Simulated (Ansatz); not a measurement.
## Nudged elastic band, with input and output: Ti₁₂HO₂₄ (charge +1) (part 2 of 3)

Ti₁₂HO₂₄ (defect cell, 37 atoms in the cell, total charge +1); DFT PBEsol, scalar-relativistic, plane waves, PAW, no spin polarisation (Ansatz 0.2.0); cutoff 420 eV, 2×2×2 k-mesh, Gaussian smearing of 0.02 eV. The structure derives from a Materials Project entry. It belongs to a series of runs on one base structure; here: climbing-image band for the jump of H by 0.82 A.

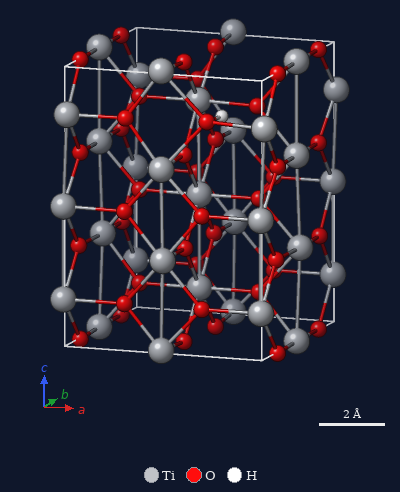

*The starting structure (ball-and-stick view of the cell of the calculation, seen slightly off an axis).*

What the program printed, continued
```
NEB image 2
SCF 39 converged in 8 iterations: F = -43224.381223 eV  dr2 = 3.96e-8
NEB image 3
SCF 40 converged in 7 iterations: F = -43224.257726 eV  dr2 = 8.65e-8
NEB image 4
SCF 41 converged in 8 iterations: F = -43224.381266 eV  dr2 = 3.82e-8
NEB image 5
SCF 42 converged in 7 iterations: F = -43224.480457 eV  dr2 = 7.13e-8
NEB iter   8: max|band force component| = 1.220e-1 eV/Å  barrier→ = 0.2469 eV  barrier← = 0.2469 eV  CI = image 3  Δτ_max = 0.0056 Å  (37 SCF iters)
NEB image 1
SCF 43 converged in 7 iterations: F = -43224.481096 eV  dr2 = 6.01e-8
NEB image 2
SCF 44 converged in 7 iterations: F = -43224.383155 eV  dr2 = 8.31e-8
NEB image 3
SCF 45 converged in 7 iterations: F = -43224.258310 eV  dr2 = 4.17e-8
NEB image 4
SCF 46 converged in 7 iterations: F = -43224.383142 eV  dr2 = 8.04e-8
NEB image 5
SCF 47 converged in 7 iterations: F = -43224.481092 eV  dr2 = 6.05e-8
NEB iter   9: max|band force component| = 9.171e-2 eV/Å  barrier→ = 0.2463 eV  barrier← = 0.2463 eV  CI = image 3  Δτ_max = 0.0056 Å  (35 SCF iters)
NEB image 1
preconditioner: auto → Resta (q_TF=auto, 2.615 Å⁻¹)  ε∞=8.6  [insulator: Δε(μ)=2.474 eV  Ē_g=9.652 eV  σ=0.020 eV  W_gap=1.00  n_scr=122 (ndim 8)  ℏωp=26.7 eV  f_vac=0.016  D(μ)=0.00/eV (n_scr^D=0)  ε∞_Penn≈8.6]
SCF 48 converged in 7 iterations: F = -43224.481303 eV  dr2 = 7.41e-8
NEB image 2
preconditioner: auto → Resta (q_TF=auto, 2.615 Å⁻¹)  ε∞=8.7  [insulator: Δε(μ)=2.483 eV  Ē_g=9.636 eV  σ=0.020 eV  W_gap=1.00  n_scr=122 (ndim 8)  ℏωp=26.7 eV  f_vac=0.017  D(μ)=0.00/eV (n_scr^D=0)  ε∞_Penn≈8.7]
SCF 49 converged in 7 iterations: F = -43224.384830 eV  dr2 = 5.05e-8
NEB image 3
preconditioner: auto → Resta (q_TF=auto, 2.615 Å⁻¹)  ε∞=8.7  [insulator: Δε(μ)=2.490 eV  Ē_g=9.623 eV  σ=0.020 eV  W_gap=1.00  n_scr=122 (ndim 8)  ℏωp=26.7 eV  f_vac=0.017  D(μ)=0.00/eV (n_scr^D=0)  ε∞_Penn≈8.7]
SCF 50 converged in 7 iterations: F = -43224.258462 eV  dr2 = 1.36e-8
NEB image 4
SCF 51 converged in 7 iterations: F = -43224.384871 eV  dr2 = 5.91e-8
NEB image 5
iter 1 solved again at ethr=6.21e-7 eV; its pass at ethr=3.10e-3 eV (dr2=1.79e-3 eV) is discarded
SCF iter   1: F=—  HF=-43224.482490 eV  |F-HF|=—  |Δ(HF+E_count)|=         —  Δρ=7.84e-4  dr2=1.85e-3  ethr=6.21e-7  ⟨swp⟩=4.0  Hψ=2462  notcnv=0
SCF iter   2: F=—  HF=-43224.482147 eV  |F-HF|=—  |Δ(HF+E_count)|=   3.44e-4  Δρ=3.93e-4  dr2=3.78e-4  ethr=6.21e-7  ⟨swp⟩=3.0  Hψ=1018  notcnv=0
SCF iter   3: F=—  HF=-43224.482060 eV  |F-HF|=—  |Δ(HF+E_count)|=   8.71e-5  Δρ=1.68e-4  dr2=1.11e-4  ethr=1.31e-7  ⟨swp⟩=2.0  Hψ=1012  notcnv=0
SCF iter   4: F=—  HF=-43224.482007 eV  |F-HF|=—  |Δ(HF+E_count)|=   5.25e-5  Δρ=4.60e-5  dr2=7.88e-6  ethr=3.84e-8  ⟨swp⟩=2.0  Hψ=1008  notcnv=0
SCF iter   5: F=—  HF=-43224.481310 eV  |F-HF|=—  |Δ(HF+E_count)|=   6.97e-4  Δρ=2.29e-5  dr2=1.52e-6  ethr=2.74e-9  ⟨swp⟩=2.0  Hψ=1300  notcnv=0
SCF iter   6: F=—  HF=-43224.481310 eV  |F-HF|=—  |Δ(HF+E_count)|=   5.11e-8  Δρ=1.21e-5  dr2=5.35e-7  ethr=5.27e-10  ⟨swp⟩=2.0  Hψ=1008  notcnv=0
SCF iter   7: F=-43224.481310 eV  HF=-43224.481310 eV  |F-HF|=2.91e-8  |Δ(HF+E_count)|=   5.59e-8  Δρ=4.08e-6  dr2=7.74e-8  ethr=3.47e-11  ⟨swp⟩=3.0  Hψ=2786  notcnv=0
SCF 52 converged in 7 iterations: F = -43224.481310 eV  dr2 = 7.74e-8
NEB image 1
NSCF: frozen V_eff on 4 k-points
NEB image 2
NSCF: frozen V_eff on 4 k-points
NEB image 4
NSCF: frozen V_eff on 4 k-points
NEB image 5
NSCF: frozen V_eff on 4 k-points
NEB image 3
NSCF: frozen V_eff on 4 k-points
the band table was solved once a step of the walk had ended and its energy, with any forces and stress, was formed, with the checks that follow a solve (2488 applications of the Hamiltonian). They found nothing against the state; the energy, forces and stress were not computed again (output.eigenvalues in the input reference)
NEB iter  10: max|band force component| = 4.726e-2 eV/Å  barrier→ = 0.2462 eV  barrier← = 0.2462 eV  CI = image 3  Δτ_max = 0.0000 Å  (35 SCF iters)
```

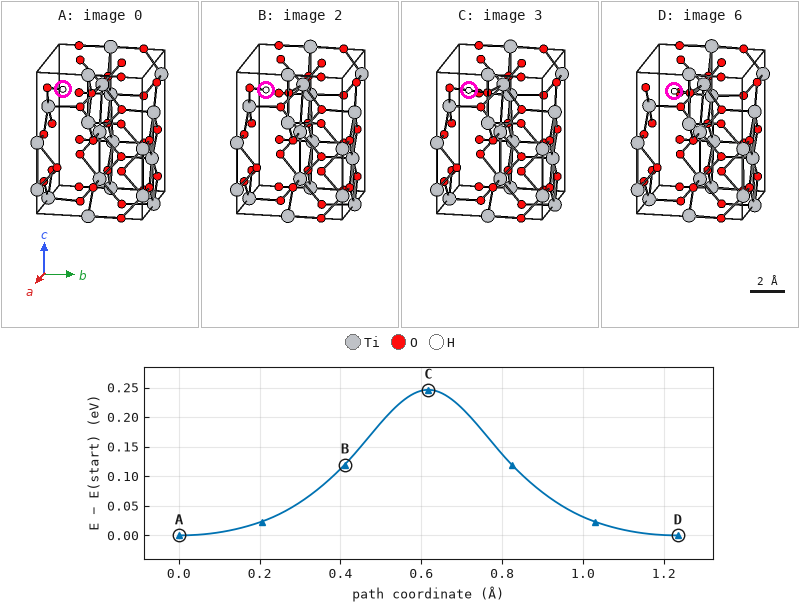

*Images of the last band (counted from 0; ball-and-stick, simulation cell, seen slightly off an axis), with the moving atom and its periodic copies ringed, above the energy along the path; the line is a cubic interpolation that uses the forces.*

The highest image is number 3, 0.246 eV above the start and 0.246 eV above the end (the climbing image); start and end have the same energy. The path is 1.23 Å long, and H37 moves most (0.82 Å). The band converged in 10 iterations.

```
SCF converged after 7 iterations
Free energy (F): -43224.258462 eV
Harris-Foulkes:  -43224.258462 eV  (|F-HF|=1.94e-9)
Internal energy: -43224.258462 eV  (E = F + TS)
E sigma→0 (E₀):  -43224.258462 eV
Fermi energy:    10.104060 eV
--- Per-component energies (eV) ---
  E_band       = -2325.214528
  E_kinetic    = 7463.621938
  E_local      = -18361.008519  (includes V_loc(G=0)·N_el)
  E_nonlocal   = 1199.669318
  E_hartree    = 6969.575975
  E_xc         = -2922.712088
  E_vxc        = -3720.479247  (∫ρ·V_xc dr)
  E_paw        = -15890.375687  (= ΣΔE_a)
  E_vpaw       = -2846.227146  (= ΣTr[D̂ρ^β])
  E_aug_tail   = 0.059216  (compensation charges beyond the density's cutoff)
  E_ewald      = -21685.608137
  E_core_change = 2.519522  (= ΣΔE_core)
  E_smearing   = -0.000000  (= −TS)
  E_closure    = -0.000000  (closes the sum)
  E_deformation_potential = 19.119616  (in the stress; not in F)
  Σ components = -43224.258462   (vs F -43224.258462, Δ=0.00e0)
--- Forces (eV/Å), atoms counted from 1 ---
  atom   1  Ti    -0.01471288    -0.00799648    -0.00127043
  atom   2  Ti    -0.00269648    -0.01555457     0.00011272
  atom   3  Ti    -0.01458586    -0.00833821     0.00151822
  atom   4  Ti     0.01469981     0.00796300    -0.00126863
  atom   5  Ti     0.00270521     0.01555468     0.00011122
  atom   6  Ti     0.01457267     0.00830488     0.00151796
  atom   7  Ti     0.00064981     0.01351660     0.00083941
  atom   8  Ti     0.00017947     0.01374380    -0.00089440
  atom   9  Ti     0.00761842     0.01229246     0.00001953
  atom  10  Ti    -0.00064839    -0.01351445     0.00082754
  atom  11  Ti    -0.00017810    -0.01374148    -0.00088243
  atom  12  Ti    -0.00753048    -0.01228439     0.00001927
  atom  13  O      0.00265999     0.00276088     0.00043741
  atom  14  O      0.00269724     0.00277247    -0.00050585
  atom  15  O      0.00449657     0.00308643    -0.00003403
  atom  16  O      0.00135880     0.00177829     0.00052231
  atom  17  O      0.00129148     0.00173842    -0.00061416
  atom  18  O      0.00728538     0.00213791    -0.00002766
  atom  19  O      0.00373659    -0.00482794    -0.00386230
  atom  20  O     -0.00272122     0.00471776    -0.00002335
  atom  21  O      0.00359658    -0.00469103     0.00385537
  atom  22  O      0.00603395    -0.00574158    -0.00265689
  atom  23  O      0.00466852    -0.00328090    -0.00002419
  atom  24  O      0.00615367    -0.00585407     0.00260328
  atom  25  O     -0.00463566     0.00324314    -0.00002334
  atom  26  O     -0.00618577     0.00586500     0.00264364
  atom  27  O     -0.00606461     0.00575118    -0.00269776
  atom  28  O      0.00271670    -0.00470983    -0.00002440
  atom  29  O     -0.00360168     0.00469252     0.00382565
  atom  30  O     -0.00374326     0.00483077    -0.00383150
  atom  31  O     -0.00137218    -0.00179800     0.00053736
  atom  32  O     -0.00130405    -0.00175718    -0.00062980
  atom  33  O     -0.00731703    -0.00213708    -0.00002696
  atom  34  O     -0.00263754    -0.00273494     0.00041214
  atom  35  O     -0.00267526    -0.00274691    -0.00048018
  atom  36  O     -0.00419851    -0.00325298    -0.00003439
  atom  37  H     -0.00031318     0.00021159     0.00000877
  max |Σ_I F_I| component: 1.26e-6 eV/Å
--- Band table (eV) ---
  k-point 0: bands = ["-47.3772", "-47.3765", "-47.3606", "-47.3601", "-47.3315", "-47.3311", "-47.3195", "-47.3190", "-47.3080", "-47.3078", "-47.2347", "-47.2347", "-24.0625", "-24.0621", "-23.9955", "-23.9953", "-23.8602", "-23.8588", "-23.8008", "-23.7985", "-23.7974", "-23.7892", "-23.7754", "-23.7673", "-23.7421", "-23.7377", "-23.7212", "-23.7158", "-23.6816", "-23.6804", "-23.6690", "-23.6659", "-23.6480", "-23.6440", "-23.6428", "-23.6415", "-23.6385", "-23.6365", "-23.6293", "-23.6268",
      "-23.6198", "-23.6175", "-23.5883", "-23.5874", "-23.5782", "-23.5770", "-23.5582", "-23.5563", "-9.0890", "-8.5185", "-8.2487", "-8.1761", "-8.0680", "-7.8899", "-7.8356", "-7.8306", "-7.7733", "-7.7323", "-7.7136", "-7.6139", "-7.5051", "-7.4614", "-7.3969", "-7.3832", "-7.3580", "-7.3248", "-7.3062", "-7.3057", "-7.2326", "-7.2038", "-7.1907", "-7.1268", "2.7922", "3.7967", "3.9388", "3.9888", "4.0805", "4.1220", "4.1922", "4.3519",
      "4.4008", "4.4485", "4.4717", "4.5410", "4.5780", "4.6275", "4.6561", "4.7010", "4.7611", "4.8842", "4.9281", "4.9600", "5.0536", "5.0920", "5.1708", "5.1802", "5.4005", "5.4347", "5.5049", "5.6236", "5.6843", "5.7379", "5.8288", "5.8899", "5.9656", "5.9999", "6.0393", "6.1030", "6.2729", "6.2967", "6.3205", "6.5389", "6.6193", "6.6667", "6.7820", "6.8259", "6.8749", "6.9040", "7.0082", "7.0391",
      "7.0721", "7.1259", "7.2037", "7.2564", "7.3192", "7.3793", "7.3934", "7.4226", "7.5040", "7.6109", "7.6203", "7.6504", "7.7695", "7.8578", "7.8827", "7.9699", "8.0003", "8.0513", "8.1195", "8.1818", "8.2581", "8.3405", "8.5758", "8.8589", "11.3605", "11.4096", "11.4456", "11.4815", "11.5242", "11.6016", "11.6306", "11.7487", "11.8409", "11.8884", "11.9050", "11.9763", "12.0206", "12.0541", "12.0837", "12.1092",
      "12.1694", "12.2225", "12.2450", "12.2734", "12.3272", "12.3628", "12.4601", "12.5180", "12.5680", "12.6084", "12.6929", "12.7677", "12.8083", "12.8724", "12.9388", "12.9714", "13.0363", "13.1073", "13.2126", "13.4855", "14.2657"]
  k-point 1: bands = ["-47.3772", "-47.3765", "-47.3606", "-47.3601", "-47.3315", "-47.3311", "-47.3195", "-47.3190", "-47.3080", "-47.3078", "-47.2347", "-47.2347", "-24.0625", "-24.0621", "-23.9955", "-23.9953", "-23.8602", "-23.8588", "-23.8008", "-23.7985", "-23.7974", "-23.7892", "-23.7754", "-23.7673", "-23.7421", "-23.7377", "-23.7212", "-23.7158", "-23.6816", "-23.6804", "-23.6690", "-23.6659", "-23.6480", "-23.6440", "-23.6428", "-23.6415", "-23.6385", "-23.6365", "-23.6293", "-23.6268",
      "-23.6198", "-23.6175", "-23.5883", "-23.5874", "-23.5782", "-23.5770", "-23.5582", "-23.5563", "-9.0890", "-8.5185", "-8.2487", "-8.1761", "-8.0680", "-7.8899", "-7.8356", "-7.8306", "-7.7733", "-7.7323", "-7.7136", "-7.6139", "-7.5051", "-7.4614", "-7.3969", "-7.3832", "-7.3580", "-7.3248", "-7.3061", "-7.3057", "-7.2326", "-7.2038", "-7.1907", "-7.1268", "2.7922", "3.7967", "3.9388", "3.9888", "4.0805", "4.1220", "4.1922", "4.3519",
      "4.4008", "4.4485", "4.4717", "4.5410", "4.5780", "4.6275", "4.6561", "4.7010", "4.7611", "4.8842", "4.9281", "4.9600", "5.0536", "5.0920", "5.1708", "5.1802", "5.4005", "5.4347", "5.5049", "5.6236", "5.6843", "5.7379", "5.8288", "5.8899", "5.9656", "5.9999", "6.0393", "6.1030", "6.2729", "6.2967", "6.3205", "6.5389", "6.6193", "6.6667", "6.7820", "6.8259", "6.8749", "6.9040", "7.0082", "7.0391",
      "7.0721", "7.1259", "7.2037", "7.2564", "7.3192", "7.3793", "7.3934", "7.4226", "7.5040", "7.6109", "7.6203", "7.6504", "7.7695", "7.8578", "7.8827", "7.9699", "8.0003", "8.0513", "8.1195", "8.1818", "8.2581", "8.3405", "8.5758", "8.8589", "11.3605", "11.4096", "11.4456", "11.4815", "11.5242", "11.6016", "11.6306", "11.7487", "11.8409", "11.8884", "11.9050", "11.9763", "12.0206", "12.0541", "12.0837", "12.1092",
      "12.1694", "12.2225", "12.2450", "12.2734", "12.3272", "12.3628", "12.4601", "12.5180", "12.5680", "12.6084", "12.6929", "12.7677", "12.8083", "12.8724", "12.9388", "12.9714", "13.0363", "13.1073", "13.2126", "13.4855", "14.2657"]
  k-point 2: bands = ["-47.3772", "-47.3764", "-47.3606", "-47.3601", "-47.3315", "-47.3312", "-47.3196", "-47.3190", "-47.3080", "-47.3078", "-47.2347", "-47.2347", "-24.0627", "-24.0619", "-23.9956", "-23.9952", "-23.8602", "-23.8587", "-23.8000", "-23.7991", "-23.7970", "-23.7902", "-23.7749", "-23.7673", "-23.7419", "-23.7361", "-23.7223", "-23.7172", "-23.6814", "-23.6796", "-23.6688", "-23.6673", "-23.6495", "-23.6436", "-23.6415", "-23.6400", "-23.6384", "-23.6359", "-23.6305", "-23.6270",
      "-23.6204", "-23.6170", "-23.5882", "-23.5872", "-23.5786", "-23.5770", "-23.5582", "-23.5564", "-9.0890", "-8.5051", "-8.2441", "-8.1962", "-8.0707", "-7.8784", "-7.8609", "-7.8339", "-7.7966", "-7.7363", "-7.6962", "-7.5772", "-7.5018", "-7.4582", "-7.4122", "-7.3787", "-7.3496", "-7.3305", "-7.3182", "-7.2791", "-7.2163", "-7.2128", "-7.1940", "-7.1486", "2.7915", "3.8383", "3.8892", "3.9973", "4.1118", "4.2059", "4.2650", "4.3292",
      "4.3590", "4.4067", "4.4641", "4.4948", "4.5794", "4.5938", "4.6451", "4.6854", "4.8094", "4.8697", "4.8782", "5.0005", "5.0408", "5.0780", "5.0985", "5.2357", "5.3212", "5.3668", "5.6182", "5.6419", "5.6784", "5.6933", "5.8032", "5.9099", "5.9711", "6.0057", "6.0644", "6.1021", "6.3245", "6.3734", "6.4987", "6.5282", "6.5852", "6.6206", "6.7391", "6.7971", "6.8464", "6.8833", "6.9967", "7.0218",
      "7.0634", "7.1256", "7.1503", "7.2764", "7.3335", "7.4056", "7.4517", "7.4594", "7.5025", "7.5204", "7.5736", "7.6170", "7.7457", "7.8020", "7.9829", "8.0236", "8.0498", "8.1130", "8.1422", "8.1926", "8.2897", "8.3305", "8.5049", "8.7915", "11.3493", "11.4426", "11.4735", "11.4797", "11.5615", "11.5786", "11.6149", "11.7414", "11.7976", "11.8361", "11.9291", "11.9662", "12.0104", "12.0539", "12.0883", "12.1096",
      "12.1748", "12.1782", "12.2432", "12.3058", "12.3290", "12.3818", "12.4501", "12.5339", "12.5642", "12.6293", "12.6926", "12.7831", "12.8002", "12.8710", "12.8771", "12.9911", "13.0839", "13.1224", "13.2368", "13.4952", "14.1788"]
```
